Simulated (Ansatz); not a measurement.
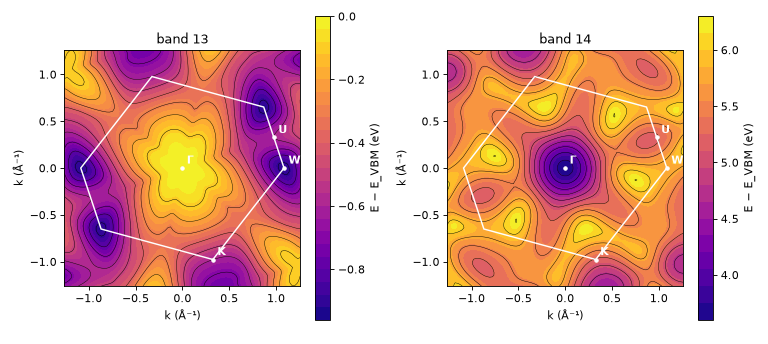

Two bands of NaI (space group Fm-3m, No. 225) over the plane through Γ, W and U: the highest mostly filled and the lowest mostly empty one.

Method: DFT PBE, scalar-relativistic, plane waves, PAW; levels and slopes on a dense k mesh at the converged density (Ansatz 0.2.0). No spin polarisation. The levels come from a k mesh of 32×32×32 points. Cell and positions as given, without relaxation.

Give both levels and their distance at the named points.

| point | lower band (eV) | upper band (eV) | distance (eV) |
| --- | --- | --- | --- |
| Γ | 0.00 | 3.64 | 3.64 |
| W | −0.93 | 5.83 | 6.76 |
| K | −0.60 | 5.22 | 5.82 |
| U | −0.60 | 5.22 | 5.82 |

Where are the band edges of the whole zone?

The valence band has one maximum at Γ, three bands meeting there, with masses of 0.38 and 1.63 mₑ among them, each the same along x, y and z; the conduction band has one minimum at Γ, mass 0.27 mₑ in all directions. The gap is direct, 3.64 eV at this level of theory (semilocal functionals give gaps that are too small, and can reorder valleys that lie close).

Spin-orbit coupling, left out here, can change the gap, its kind, the place of the band edges and the masses, since the compound holds I.
